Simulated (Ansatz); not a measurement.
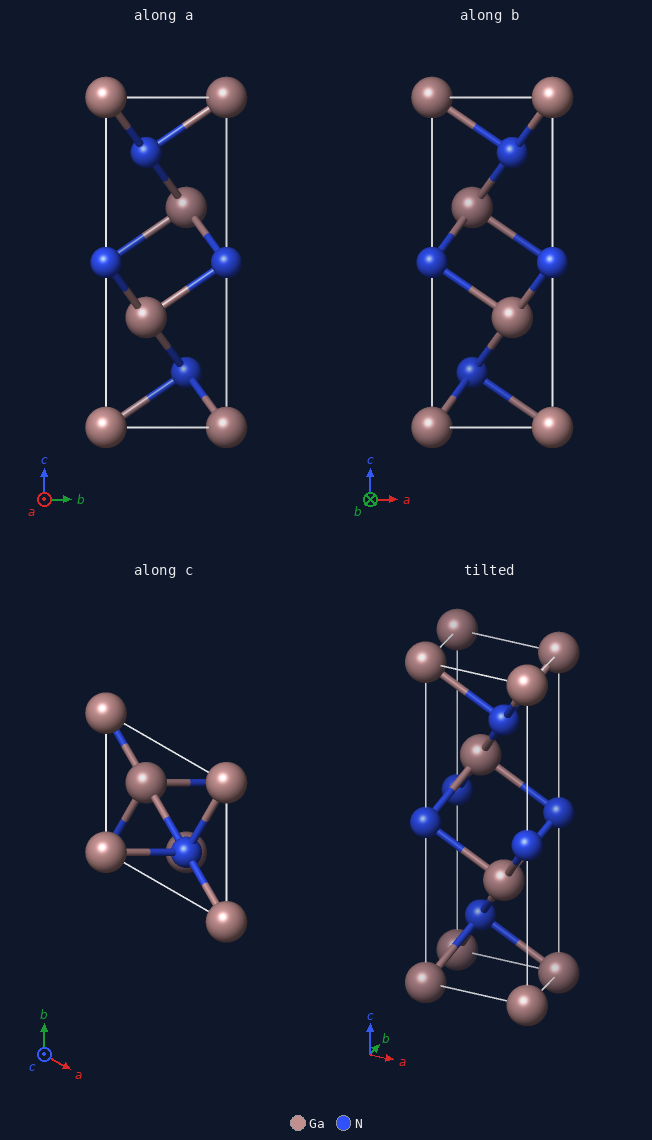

The image is a ball-and-stick drawing of a crystal, viewed along the a axis, along the b axis, along the c axis and slightly off an axis. The conventional unit cell is outlined; an atom on or near a face, edge or corner is repeated at each equivalent position.

Lattice parameters: a = 3.056 Å, b = 3.056 Å, c = 7.250 Å, α = 90.00°, β = 90.00°, γ = 120.00°. Put a along x and b in the xy plane.

> Transcribe the picture into a POSCAR file.

```
Ga N
1.0
     3.056    0.000    0.000
    -1.528    2.647    0.000
     0.000    0.000    7.250
Ga N
3 3
Direct
  0.0000 0.0000 0.0000
  0.6667 0.3333 0.3333
  0.3333 0.6667 0.6667
  0.3333 0.6667 0.1667
  0.0000 0.0000 0.5000
  0.6667 0.3333 0.8333
```

Provenance: a structure type filled with these elements by a generator (whether the compound takes this form wasn't checked). The cell was then strained or its atoms displaced on purpose. An electronic-structure calculation with Ansatz was run on it.
